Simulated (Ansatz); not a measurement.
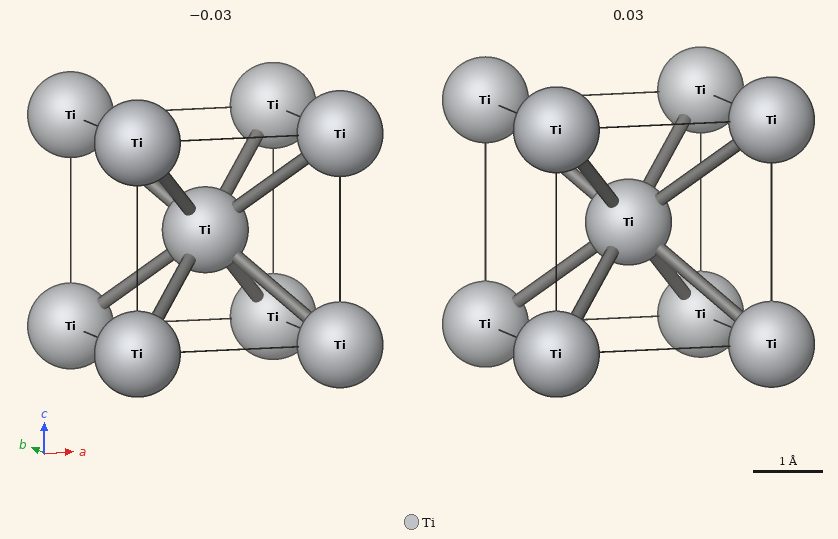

Crystalline Ti (set up in Im-3m), under equal strain along all axes (cell held, atoms fixed by symmetry), with energies (extrapolated to zero smearing) counted from the relaxed crystal, which is the row at zero. The picture shows the first and the last member. The picture is a ball-and-stick view of the cell of the calculation, seen slightly off an axis.

Computed with Ansatz 0.2.0: DFT PBEsol, scalar-relativistic, plane waves, PAW. Set-up: plane-wave cutoff 420 eV; k-point mesh 16 × 16 × 16; occupations gaussian; smearing width 0.1 eV; no spin polarisation.

```json
{"strain": "−0.03", "energy (meV/atom)": "49.34", "a (Å)": "3.114"}
{"strain": "−0.02", "energy (meV/atom)": "21.14", "a (Å)": "3.146"}
{"strain": "−0.01", "energy (meV/atom)": "4.95", "a (Å)": "3.178"}
{"strain": "0.0", "energy (meV/atom)": "0.00", "a (Å)": "3.210"}
{"strain": "0.01", "energy (meV/atom)": "?", "a (Å)": "?"}
{"strain": "0.02", "energy (meV/atom)": "21.03", "a (Å)": "3.274"}
{"strain": "0.03", "energy (meV/atom)": "45.61", "a (Å)": "3.307"}
```

Question: Fill in the missing row.

Answer: A parabola through three neighbouring rows (0.0, 0.02, 0.03) gives, with Lagrange weights, (0.3333)(0.00) + (1.0000)(21.03) + (−0.3333)(45.61) = 5.83 meV/atom. The calculation gives 5.59 meV/atom (a = 3.242 Å). The estimate is 0.24 meV/atom too high. From the first member to the last: Ti–Ti 3.114 → 3.307 Å, Ti–Ti 2.697 → 2.864 Å.

The whole series:

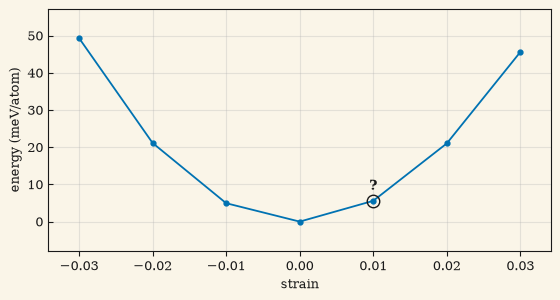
